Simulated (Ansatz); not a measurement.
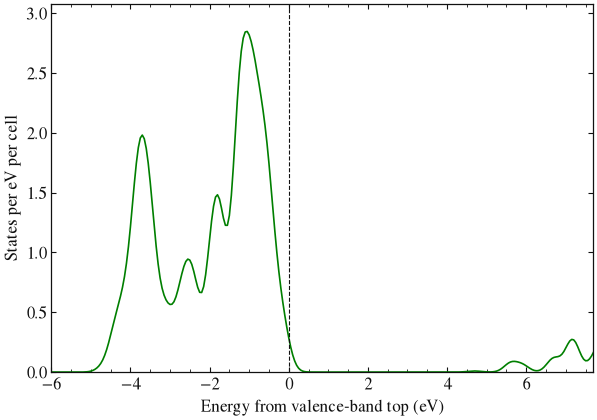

Density of states. Energies are counted from the top of the valence band. The curve is built from the levels of the k mesh with Gaussians 0.4 eV wide, which also blur the band edges.

System: MgO, space group Fm-3m (No. 225), 2 atoms in the cell, rocksalt type.

```
Mg O
1.0
     0.00000    2.10217    2.10217
     2.10217    0.00000    2.10217
     2.10217    2.10217    0.00000
Mg O
1 1
Direct
  0.00000 0.00000 0.00000
  0.50000 0.50000 0.50000
```

Level of theory: DFT, PBEsol, plane waves, PAW, no spin polarisation, 8×8×8 k mesh, 420 eV cutoff; code Ansatz.

**Metal or insulator, going by the density of states?**

There is a gap; over the k points computed it is 4.69 eV (direct among those points).

**Where is the tallest peak of the filled states in the window?**

Within the window shown, the tallest peak of the filled states lies 1.0 eV under the valence-band top, at about 2.8 states per eV and cell.

**How wide is the upper valence band?**

The upper group of valence states starts about 4.7 eV under the valence-band top, with a gap beneath it; it holds about 6 electrons a cell.
